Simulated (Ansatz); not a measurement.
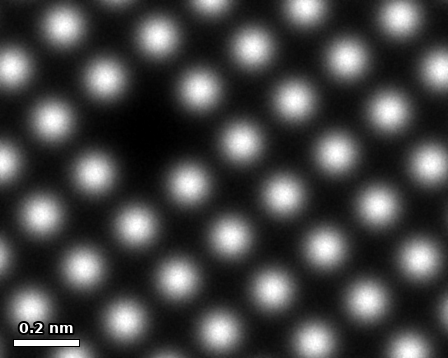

Z-contrast image of Ta (Fm-3m, No. 225) along [001]. The image is simulated as a sum over atoms of Z^1.6, blurred by a 0.98 Å probe (no channelling). The probe carries 25 % of its weight in a tail 2.5 times as wide. Shot noise was added.

The sample is 1 repeat (4.2 Å) thick. One point defect was put into the perfect crystal, without relaxing the atoms around it. Brightness is counted from the darkest point of the image. Host structure: the input geometry of an electronic-structure calculation (not necessarily at equilibrium); the starting structure was generated, so it need not be a known form of this composition.

### Where is the defect (in Å from the left and the top edge), and what does its contrast suggest?

At about 5 Å from the left and 4 Å from the top. The column has all but vanished there, which points to a vacancy or a much lighter atom. The column holds 1 atom (Ta) through the sample, and one Ta atom is missing, so its peak vanishes.
